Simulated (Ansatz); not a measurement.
# Zn15Se16 (charge −1): geometry relaxation (part 1 of 2)

The run: geometry relaxation of Zn15Se16 (defect cell, 31 atoms in the cell, total charge −1). Method and program: DFT, PBE, plane waves, PAW, spin-polarised (Ansatz 0.2.0).

The structure derives from a Materials Project entry. It belongs to a series of runs on one base structure; here: Zn vacancy (site a), charge -1, atoms relaxed at the host's cell, started again with a moment of 3 μB.

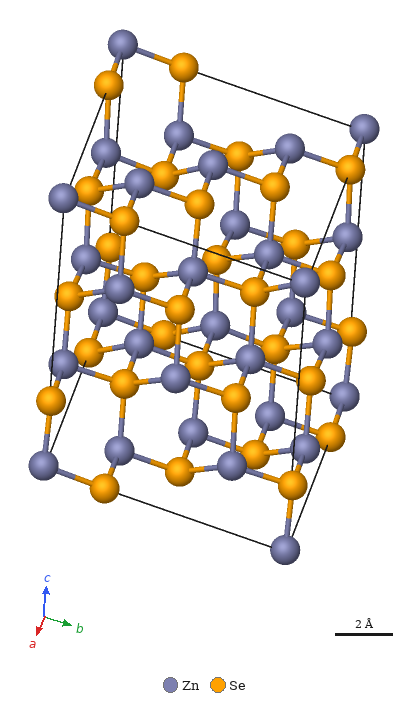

**Figure 1.** The input geometry (ball-and-stick view of the cell of the calculation, seen at an oblique angle).

## Input
```yaml
crystal:
  lattice:
    - [-5.7317610682, 5.7317610682, -5.7317610682]
    - [5.7317610682, 5.7317610682, 5.7317610682]
    - [5.7317610682, -5.7317610682, -5.7317610682]
  atoms:
    - { symbol: Zn, position: [0.0113924928, 0.5046661123, 0.5011785355] }
    - { symbol: Zn, position: [0.5028472134, 0.2479871439, 0.2583020953] }
    - { symbol: Zn, position: [0.7502566769, 0.7492473651, 0.4996186334] }
    - { symbol: Zn, position: [0.2499400539, 0.5007514973, 0.2601762641] }
    - { symbol: Zn, position: [0.5034837828, 0.0086591496, 0.4979672803] }
    - { symbol: Zn, position: [-0.0026859031, 0.7552644326, 0.2450226198] }
    - { symbol: Zn, position: [0.7497435662, 0.2489455785, -0.0005768735] }
    - { symbol: Zn, position: [0.4899725547, 0.4906791412, -0.0058549664] }
    - { symbol: Zn, position: [0.7577975877, -0.0013276252, 0.2485959749] }
    - { symbol: Zn, position: [0.0102950215, 0.2511495137, 0.7541830884] }
    - { symbol: Zn, position: [0.2499458024, 0.7492446428, -0.0001443335] }
    - { symbol: Zn, position: [-0.0031528062, -0.005018877, 0.0051774553] }
    - { symbol: Zn, position: [0.7417428619, 0.490061269, 0.7403154588] }
    - { symbol: Zn, position: [0.4889158407, 0.743027256, 0.7400364182] }
    - { symbol: Zn, position: [0.2503487281, 0.0084116963, 0.7506882494] }
    - { symbol: Se, position: [0.2500935442, 0.2501088331, 0.7406677071], spin: 0.75 }
    - { symbol: Se, position: [-0.0003280071, 0.4987764439, 0.7488785596] }
    - { symbol: Se, position: [0.489241772, 0.248010618, 0.4983798063], spin: 0.75 }
    - { symbol: Se, position: [0.7467802173, 0.7467047178, 0.7479766826] }
    - { symbol: Se, position: [0.2498755818, 0.4881522228, 0.5010809141], spin: 0.75 }
    - { symbol: Se, position: [0.4992126295, 0.0003617249, 0.7479646546] }
    - { symbol: Se, position: [0.0010014538, 0.7515965263, 0.4988992011] }
    - { symbol: Se, position: [0.7528855216, 0.2501473565, 0.251275999] }
    - { symbol: Se, position: [0.4989879794, 0.4978290284, 0.2512930728] }
    - { symbol: Se, position: [0.7532554925, 0.0008130931, 0.500335337] }
    - { symbol: Se, position: [0.0009247383, 0.2488034649, 0.0020002941] }
    - { symbol: Se, position: [0.2501952443, 0.7495443152, 0.2502402325] }
    - { symbol: Se, position: [0.0097873193, 0.008214958, 0.2585339641], spin: 0.75 }
    - { symbol: Se, position: [0.7470377319, 0.4976588562, -0.0027029962] }
    - { symbol: Se, position: [0.5002066617, 0.7488906053, -0.0008428516] }
    - { symbol: Se, position: [0.2499556745, -0.0002999691, 0.0001255433] }
  host:
    lattice:
      - [0.0, 2.8658805341, 2.8658805341]
      - [2.8658805341, 0.0, 2.8658805341]
      - [2.8658805341, 2.8658805341, 0.0]
    atoms:
      - { symbol: Zn, position: [0.0, 0.0, 0.0] }
      - { symbol: Se, position: [0.25, 0.25, 0.25] }
total_charge: -1
basis:
  ecutwfc: 420
  xc_grid: 2
kpoints:
  mp_grid: { grid: [1, 1, 1], shift: [0.0, 0.0, 0.0] }
hamiltonian:
  xc: pbe
scf:
  occupations: { method: gaussian, width: 0.01 }
output:
  forces: true
  stress: false
  eigenvalues: true
  populations: true
  charged_corrections:
    defect_position: [0.25, 0.25, 0.5]
    epsilon: [[10.789, 0.0, 0.0], [0.0, 10.789, 0.0], [0.0, 0.0, 10.789]]
magnetization:
  spin_polarized: true
relax:
  adjacent_minimum: "off"
  f_tol: 0.025
  max_steps: 45
```

Hardware: 4 threads of AMD EPYC (Zen 3), 189 GiB of memory available, shared host.

Run as:
```bash
ansatz run input.yaml --threads 4 --pin off --max-ram 8192MiB --backend cpu --events-out ev --progress --plain --runs-dir out
```

## What the program printed
```
Engine: ansatz 0.2.0, x86_64-unknown-linux-gnu
Pseudopotentials: kind: paw
Pseudopotential: Zn, paw, valence charge 12, recommended cutoff 420 eV (normal), Zn.paw.azcp
Pseudopotential: Se, paw, valence charge 16, recommended cutoff 420 eV (normal), Se.paw.azcp
Functional definition: PBE
  parameter kappa = 0.804
  parameter beta = 0.06672455060314922
  exchange = pbe_x(kappa = kappa, mu = beta*pi^2/3)
  correlation = pbe_c(beta = beta)
Crystal: 31 atoms, lattice volume = 753.224 Å³
Basis set: ecut = 420 eV, 14771 PW (Γ), exchange–correlation on 144×144×144 points (8 copies of the dense FFT grid, shifted against one another)
Bands: 264, of which v1, the nominal top of the filled ones, is band 219 counted from 1 (218 counted from 0)
Symmetry: 1 space group operations
Space group: P1 (ITA 1), of the structure as read, at distance tolerance 9.1e-5 Å
Magnetic group: BNS 1.1 (UNI 1), of the structure as read, at distance tolerance 9.1e-5 Å
k-points: 1
Non-local potential: Zn, projectors of the file, l = 0: 2, l = 1: 2, l = 2: 3, l = 3: 1
Non-local potential: Se, projectors of the file, l = 0: 2, l = 1: 2, l = 2: 3, l = 3: 1
PAW form: soft (Blöchl's): semilocal exchange-correlation on the pseudo side does not see the compensation charge
PAW one-centre angular grid: Zn, 590 points (default); XC on 64 Gauss nodes
PAW one-centre angular grid: Se, 590 points (default); XC on 64 Gauss nodes
Initial density: superposition of atomic densities (chi_scale 0.1, normalization cell, long waves kept (reshape's long-wave potential 0.16 eV rms))
Starting moments: Σ|m| = 3 μB on 4 of 31 sites
Initial wavefunctions: pseudopotential atomic-orbital guess
Functional: x = pbe(κ = 0.804, μ = 0.2195149727645171), c = pbe(β = 0.06672455060314922)
SCF iter   1: F=—  HF=-137307.175234 eV  |F-HF|=—  |Δ(HF+E_count)|=         —  Δρ=3.63e-2 (↑3.63e-2 ↓2.97e-2)  dr2=1.38e1  dr2_m=3.14e0  M=1.000 μB ∫|m|=1.120 μB  β_m=0.30  ethr=3.10e-3  ⟨swp⟩=6.0  Hψ=2056  notcnv=0
preconditioner: auto → Kerker (q_TF=auto, 2.492 Å⁻¹)  [metal: Δε(μ)=0.005 eV  Ē_g=11.639 eV  σ=0.010 eV  W_gap=0.26  n_scr=200 (ndim 8)  ℏωp=22.5 eV  f_vac=0.075  D(μ)=107.44/eV (n_scr^D=1600)]
spin=Collinear: Kerker preconditioning applied to the charge; magnetization (m = ρ↑ − ρ↓) channel mixes plain (no charge-response kernel on spin).
SCF iter   2: F=—  HF=-137304.576699 eV  |F-HF|=—  |Δ(HF+E_count)|=    2.60e0  Δρ=2.42e-2 (↑2.42e-2 ↓1.86e-2)  dr2=5.79e0  dr2_m=1.55e0  M=1.000 μB ∫|m|=1.113 μB  β_m=0.30  ethr=3.10e-3  ⟨swp⟩=2.0  Hψ=762  notcnv=0  defer=76
SCF iter   3: F=—  HF=-137302.863096 eV  |F-HF|=—  |Δ(HF+E_count)|=    1.71e0  Δρ=1.31e-2 (↑1.31e-2 ↓1.01e-2)  dr2=7.63e-1  dr2_m=7.62e-1  M=1.000 μB ∫|m|=1.108 μB  β_m=0.30  ethr=1.32e-3  ⟨swp⟩=2.0  Hψ=814  notcnv=0  defer=76
SCF iter   4: F=—  HF=-137302.639108 eV  |F-HF|=—  |Δ(HF+E_count)|=   2.24e-1  Δρ=7.61e-3 (↑7.61e-3 ↓7.48e-3)  dr2=1.21e-1  dr2_m=3.74e-1  M=1.000 μB ∫|m|=1.107 μB  β_m=0.30  ethr=1.75e-4  ⟨swp⟩=2.0  Hψ=809  notcnv=0  defer=76
SCF iter   5: F=—  HF=-137302.662228 eV  |F-HF|=—  |Δ(HF+E_count)|=   2.31e-2  Δρ=5.53e-3 (↑5.35e-3 ↓5.53e-3)  dr2=8.92e-2  dr2_m=1.84e-1  M=1.000 μB ∫|m|=1.105 μB  β_m=0.30  ethr=2.78e-5  ⟨swp⟩=2.0  Hψ=706  notcnv=0  defer=76
SCF iter   6: F=—  HF=-137302.670094 eV  |F-HF|=—  |Δ(HF+E_count)|=   7.87e-3  Δρ=3.91e-3 (↑3.48e-3 ↓3.91e-3)  dr2=2.28e-2  dr2_m=9.12e-2  M=1.000 μB ∫|m|=1.105 μB  β_m=0.30  ethr=2.04e-5  ⟨swp⟩=2.0  Hψ=797  notcnv=0  defer=76
SCF iter   7: F=—  HF=-137302.680186 eV  |F-HF|=—  |Δ(HF+E_count)|=   1.01e-2  Δρ=2.85e-3 (↑2.50e-3 ↓2.85e-3)  dr2=2.16e-2  dr2_m=4.59e-2  M=1.000 μB ∫|m|=1.109 μB  β_m=0.30  ethr=5.23e-6  ⟨swp⟩=2.0  Hψ=904  notcnv=0  defer=76
Mixer restart at iter 7: flushing history
spin-set hold released at iteration 7 (site moments contracting): the magnetisation degrees of freedom join the quasi-Newton model from the next iteration; the mixer history was flushed
SCF iter   8: F=—  HF=-137302.684330 eV  |F-HF|=—  |Δ(HF+E_count)|=   4.14e-3  Δρ=1.94e-3 (↑1.81e-3 ↓1.94e-3)  dr2=7.87e-3  dr2_m=2.21e-2  M=1.000 μB ∫|m|=1.106 μB  β_m=0.61  ethr=4.95e-6  ⟨swp⟩=2.5  Hψ=620  notcnv=0  defer=76
SCF iter   9: F=—  HF=-137302.691673 eV  |F-HF|=—  |Δ(HF+E_count)|=   7.34e-3  Δρ=4.43e-4 (↑2.70e-4 ↓4.43e-4)  dr2=3.61e-3  dr2_m=4.38e-4  M=1.000 μB ∫|m|=1.110 μB  β_m=0.57  ethr=1.80e-6  ⟨swp⟩=2.0  Hψ=781  notcnv=0  defer=76
SCF iter  10: F=—  HF=-137302.690640 eV  |F-HF|=—  |Δ(HF+E_count)|=   1.03e-3  Δρ=2.28e-4 (↑1.36e-4 ↓2.28e-4)  dr2=2.14e-3  dr2_m=7.10e-5  M=1.000 μB ∫|m|=1.110 μB  β_m=0.62  ethr=8.25e-7  ⟨swp⟩=2.0  Hψ=780  notcnv=0  defer=76
SCF iter  11: F=—  HF=-137302.690718 eV  |F-HF|=—  |Δ(HF+E_count)|=   7.74e-5  Δρ=7.40e-5 (↑6.64e-5 ↓7.40e-5)  dr2=7.63e-4  dr2_m=2.81e-6  M=1.000 μB ∫|m|=1.111 μB  β_m=0.77  ethr=4.89e-7  ⟨swp⟩=2.0  Hψ=668  notcnv=0  defer=76
SCF iter  12: F=—  HF=-137302.690869 eV  |F-HF|=—  |Δ(HF+E_count)|=   1.51e-4  Δρ=1.24e-4 (↑6.65e-5 ↓1.24e-4)  dr2=4.92e-4  dr2_m=1.97e-5  M=1.000 μB ∫|m|=1.112 μB  β_m=0.72  ethr=1.75e-7  ⟨swp⟩=2.0  Hψ=770  notcnv=0  defer=76
SCF iter  13: F=—  HF=-137302.690859 eV  |F-HF|=—  |Δ(HF+E_count)|=   9.43e-6  Δρ=3.85e-5 (↑2.95e-5 ↓3.85e-5)  dr2=1.18e-4  dr2_m=1.01e-6  M=1.000 μB ∫|m|=1.112 μB  β_m=0.71  ethr=1.13e-7  ⟨swp⟩=2.0  Hψ=706  notcnv=0  defer=76
SCF iter  14: F=—  HF=-137302.690858 eV  |F-HF|=—  |Δ(HF+E_count)|=   8.59e-7  Δρ=8.57e-5 (↑1.81e-5 ↓8.57e-5)  dr2=9.34e-5  dr2_m=1.25e-5  M=1.000 μB ∫|m|=1.112 μB  β_m=0.70  ethr=2.71e-8  ⟨swp⟩=2.0  Hψ=762  notcnv=0  defer=76
SCF iter  15: F=—  HF=-137302.690855 eV  |F-HF|=—  |Δ(HF+E_count)|=   3.10e-6  Δρ=3.09e-5 (↑1.18e-5 ↓3.09e-5)  dr2=1.76e-5  dr2_m=1.48e-6  M=1.000 μB ∫|m|=1.112 μB  β_m=0.85  ethr=2.14e-8  ⟨swp⟩=2.0  Hψ=670  notcnv=0  defer=76
SCF iter  16: F=—  HF=-137302.690857 eV  |F-HF|=—  |Δ(HF+E_count)|=   1.89e-6  Δρ=7.96e-6 (↑4.27e-6 ↓7.96e-6)  dr2=2.49e-6  dr2_m=7.97e-8  M=1.000 μB ∫|m|=1.111 μB  β_m=0.84  ethr=3.58e-9  ⟨swp⟩=10.0  Hψ=2527  notcnv=0
SCF iter  17: F=—  HF=-137302.690857 eV  |F-HF|=—  |Δ(HF+E_count)|=   3.58e-7  Δρ=1.24e-5 (↑2.81e-6 ↓1.24e-5)  dr2=2.54e-6  dr2_m=2.50e-7  M=1.000 μB ∫|m|=1.111 μB  β_m=0.82  ethr=5.69e-10  ⟨swp⟩=5.0  Hψ=1632  notcnv=0
SCF iter  18: F=-137302.690857 eV  HF=-137302.690858 eV  |F-HF|=5.29e-8  |Δ(HF+E_count)|=   9.99e-8  Δρ=2.44e-6 (↑1.63e-6 ↓2.44e-6)  dr2=2.40e-7  dr2_m=7.02e-9  M=1.000 μB ∫|m|=1.111 μB  ethr=5.69e-10  ⟨swp⟩=3.5  Hψ=1111  notcnv=0
SCF 1 converged in 18 iterations: F = -137302.690857 eV  dr2 = 2.40e-7
  greatest PAW one-centre occupation: 1.000 electrons in one spin orbital (limit 2), on the Se atom at site 27 (counted from 0), in its partial waves of l = 2
relax step   1: F+E_penalty+E_count = -137302.69085745 eV  Δ(F+E_penalty+E_count) = +0.000e0 eV  max|allowed force component| = 2.245e-2 eV/Å  Δτ_max = 0.0000 Å  (18 SCF iters, dr2 threshold 1.56e-5 eV, accepted)
Initial density: handed on by an earlier stage of this run
Starting moments: Σ|m| = 3 μB on 4 of 31 sites; this step starts from the density that it was given
Initial wavefunctions: those handed on with the density
iter 1 solved again at ethr=5.42e-11 eV; its pass at ethr=3.10e-3 eV (dr2=2.37e-7 eV) is discarded
SCF iter   1: F=—  HF=-137302.690858 eV  |F-HF|=—  |Δ(HF+E_count)|=         —  Δρ=2.43e-6 (↑1.61e-6 ↓2.43e-6)  dr2=2.36e-7  dr2_m=6.99e-9  M=1.000 μB ∫|m|=1.111 μB  β_m=0.30  ethr=5.42e-11  ⟨swp⟩=1.0  Hψ=1232  notcnv=0
preconditioner: auto → Kerker (q_TF=auto, 2.492 Å⁻¹)  [metal: Δε(μ)=0.003 eV  Ē_g=10.860 eV  σ=0.010 eV  W_gap=0.17  n_scr=200 (ndim 8)  ℏωp=22.5 eV  f_vac=0.130  D(μ)=114.08/eV (n_scr^D=1864)]
spin=Collinear: Kerker preconditioning applied to the charge; magnetization (m = ρ↑ − ρ↓) channel mixes plain (no charge-response kernel on spin).
SCF iter   2: F=—  HF=-137302.690858 eV  |F-HF|=—  |Δ(HF+E_count)|=  2.91e-10  Δρ=2.26e-6 (↑1.33e-6 ↓2.26e-6)  dr2=1.89e-7  dr2_m=6.79e-9  M=1.000 μB ∫|m|=1.111 μB  β_m=0.48  ethr=5.41e-11  ⟨swp⟩=2.0  Hψ=580  notcnv=0
SCF iter   3: F=—  HF=-137302.690858 eV  |F-HF|=—  |Δ(HF+E_count)|=   5.11e-8  Δρ=1.64e-6 (↑8.98e-7 ↓1.64e-6)  dr2=1.05e-7  dr2_m=3.48e-9  M=1.000 μB ∫|m|=1.111 μB  β_m=0.67  ethr=4.33e-11  ⟨swp⟩=1.5  Hψ=578  notcnv=0
iter 4 did not close the SCF: its close was put off for a magnetic moment that had not settled (scf_convergence_deferred on its scf_iter line)
SCF iter   4: F=-137302.690858 eV  HF=-137302.690858 eV  |F-HF|=7.13e-9  |Δ(HF+E_count)|=   5.19e-8  Δρ=1.22e-6 (↑4.16e-7 ↓1.22e-6)  dr2=3.39e-8  dr2_m=2.31e-9  M=1.000 μB ∫|m|=1.111 μB  β_m=0.83  ethr=2.29e-11  ⟨swp⟩=4.0  Hψ=1549  notcnv=0
iter 5 did not close the SCF: its close was put off for a magnetic moment that had not settled (scf_convergence_deferred on its scf_iter line)
SCF iter   5: F=-137302.690858 eV  HF=-137302.690858 eV  |F-HF|=1.63e-8  |Δ(HF+E_count)|=   1.05e-8  Δρ=1.11e-6 (↑4.62e-7 ↓1.11e-6)  dr2=2.20e-8  dr2_m=1.72e-9  M=1.000 μB ∫|m|=1.111 μB  β_m=0.88  ethr=7.76e-12  ⟨swp⟩=2.0  Hψ=1568  notcnv=0
iter 6 did not close the SCF: its close was put off for a magnetic moment that had not settled (scf_convergence_deferred on its scf_iter line)
SCF iter   6: F=-137302.690858 eV  HF=-137302.690858 eV  |F-HF|=7.54e-9  |Δ(HF+E_count)|=   1.75e-9  Δρ=8.55e-7 (↑2.78e-7 ↓8.55e-7)  dr2=9.36e-9  dr2_m=1.15e-9  M=1.000 μB ∫|m|=1.111 μB  β_m=0.70  ethr=5.03e-12  ⟨swp⟩=2.0  Hψ=1441  notcnv=0
SCF iter   7: F=-137302.690858 eV  HF=-137302.690858 eV  |F-HF|=2.91e-10  |Δ(HF+E_count)|=   1.22e-9  Δρ=2.44e-7 (↑1.35e-7 ↓2.44e-7)  dr2=1.41e-9  dr2_m=8.31e-11  M=1.000 μB ∫|m|=1.111 μB  ethr=2.14e-12  ⟨swp⟩=2.0  Hψ=1390  notcnv=0
SCF 2 converged in 7 iterations: F = -137302.690858 eV  dr2 = 1.41e-9
relax step   2: F+E_penalty+E_count = -137302.69085762 eV  Δ(F+E_penalty+E_count) = -1.644e-7 eV  max|allowed force component| = 2.246e-2 eV/Å  Δτ_max = 0.0000 Å  (7 SCF iters, accepted)
```

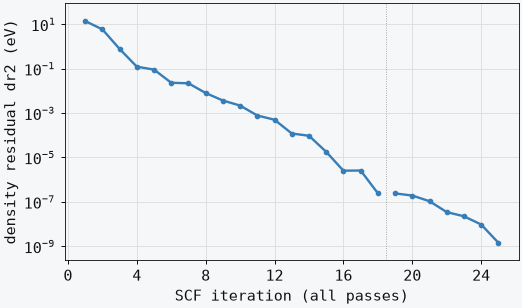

**Figure 2.** Convergence of the self-consistent field: density residual dr2 against the SCF iteration. The dotted lines part the SCF passes of the relaxation: geometry steps, rejected trials and re-solves on a re-selected basis. The passes take 18 and 7 iterations.

```
SCF converged after 7 iterations
Magnetization: 1.0000 μB (219.0000 up, 218.0000 down)
Absolute magnetization: 1.0802 μB (∫|ρ↑−ρ↓|, with the PAW one-centre terms)
Spin contamination: 0.0006 ħ² per cell (⟨S²⟩ above its minimum at these occupations)
Per-site moments (μB) at R_I (Å): [(0.004301668896151187, 1.001326171550655), (0.005185280866647451, 1.0030796632062993), (0.002865400764049065, 1.024675724965448), (0.0051586195063281146, 1.0050058842740783), (0.004281428857215105, 1.0006217897888297), (0.004678846912178983, 1.0016695310792718), (0.0033617487934219474, 1.0246237174488704), (0.005130183591047591, 1.0031616090005238), (0.0057891626945117385, 1.0060543796079024), (0.005159935666072869, 1.0031488002097821), (0.004642172170636595, 1.024620060041532), (0.005128881435997241, 1.00308462922446), (0.005771486388495783, 1.006167059170555), (0.004727601890415283, 1.0022882583277157), (0.005151670754154791, 1.0045462901916475), (0.07061569133189505, 1.0031488002097821), (0.029345713074245574, 1.0261437734762189), (0.06795787658364635, 1.0006217897888297), (0.02625221497216369, 1.0253571591811053), (0.056266438044014454, 1.001326171550655), (0.022812424050575614, 1.0246237174488704), (0.021447422285226073, 1.024675724965448), (0.026338562921112585, 1.0255073988720065), (0.0256971093935551, 1.02524279721459), (0.024301542472566266, 1.025187727866409), (0.02663570485813834, 1.0253584129135316), (0.025590505262321345, 1.024620060041532), (0.07225962082934227, 1.0016695310792718), (0.026579033716430063, 1.025165027818128), (0.030436246529478142, 1.026301928781408), (0.0292722633886675, 1.0252777374096764)]
Free energy (F): -137302.690858 eV
Harris-Foulkes:  -137302.690858 eV  (|F-HF|=2.91e-10)
Internal energy: -137302.685157 eV  (E = F + TS)
E sigma→0 (E₀):  -137302.688007 eV
Entropy (-TS):   -0.005701 eV (-0.184 meV/atom)
Fermi energy:    6.198164 eV
--- Per-component energies (eV) ---
  E_band       = -6383.690039
  E_kinetic    = 3869.594135
  E_local      = -70063.294728  (includes V_loc(G=0)·N_el)
  E_nonlocal   = -315.606862
  E_hartree    = 32470.104011
  E_xc         = -3726.358560
  E_vxc        = -2351.502962  (∫ρ·V_xc dr)
  E_paw        = -58007.454115  (= ΣΔE_a)
  E_vpaw       = -2463.072522  (= ΣTr[D̂ρ^β])
  E_aug_tail   = -0.014698  (compensation charges beyond the density's cutoff)
  E_ewald      = -41529.654340
  E_smearing   = -0.005701  (= −TS)
  E_closure    = 0.000000  (closes the sum)
  E_deformation_potential = -11.745864  (in the stress; not in F)
  Σ components = -137302.690858   (vs F -137302.690858, Δ=0.00e0)
--- Forces (eV/Å), atoms counted from 1 ---
  atom   1  Zn     0.00085392    -0.00055029     0.00976777
  atom   2  Zn    -0.00241920     0.00640862    -0.00119674
  atom   3  Zn     0.00131053     0.00147826     0.00040935
  atom   4  Zn     0.00938901     0.00165069     0.00629496
  atom   5  Zn    -0.00274335    -0.00329928    -0.01652294
  atom   6  Zn    -0.00312030    -0.01238889    -0.00360193
  atom   7  Zn     0.00167640    -0.00080996    -0.00219740
  atom   8  Zn     0.00482322    -0.00802663    -0.00597206
  atom   9  Zn    -0.01803806     0.00075412    -0.00043297
  atom  10  Zn     0.00181195    -0.00417832     0.00122985
  atom  11  Zn    -0.00714976     0.00168668     0.00123389
  atom  12  Zn    -0.00360191    -0.00845985     0.00918629
  atom  13  Zn    -0.01302162    -0.00271701    -0.00320042
  atom  14  Zn     0.00338739     0.00585657    -0.00391661
  atom  15  Zn     0.02245912    -0.00371755    -0.00337709
  atom  16  Se    -0.00240938     0.00090268    -0.00115187
  atom  17  Se    -0.00244365    -0.00019115    -0.00451326
  atom  18  Se     0.00969643     0.00230382    -0.00470681
  atom  19  Se     0.01251455     0.00469879     0.00084943
  atom  20  Se    -0.01445216     0.00712442     0.00813238
  atom  21  Se    -0.01187302     0.00607871     0.00185903
  atom  22  Se    -0.00736625    -0.00010199     0.00545057
  atom  23  Se     0.01035483     0.00630278     0.00382465
  atom  24  Se    -0.00741797     0.00126320     0.00256663
  atom  25  Se     0.01008680    -0.00512992    -0.00054736
  atom  26  Se    -0.00517016     0.00148116    -0.00245591
  atom  27  Se     0.00512183    -0.00773996    -0.00534696
  atom  28  Se     0.00110615     0.00264421     0.00175210
  atom  29  Se     0.01046066     0.00567689    -0.00254283
  atom  30  Se    -0.00106593    -0.00462898     0.00016218
  atom  31  Se    -0.00275146     0.00562799     0.00896014
  max |Σ_I F_I| component: 8.62e-6 eV/Å
--- Charged-cell corrections in eV (Makov–Payne, q = -1.000 e, ε = 10.789) ---
  F (periodic)     = -137302.690858  (uncorrected; the corrections below are reported, never added to it)
  E_corr1          = +0.211852  (monopole, q²α_M/2εL)
  F Makov-Payne    = -137302.479006  (F + E_corr1; no measured alignment; for a localised charge, not one spread in a band: unchecked)
  no potential alignment in this run, which stands beside a crystal: run the host's input off ansatz write-host-input, and read the two finished runs by ansatz place-levels (neither reads a slab, a wire or a sheet, whose cell leaves a vacuum)
--- Band table (eV) ---
```
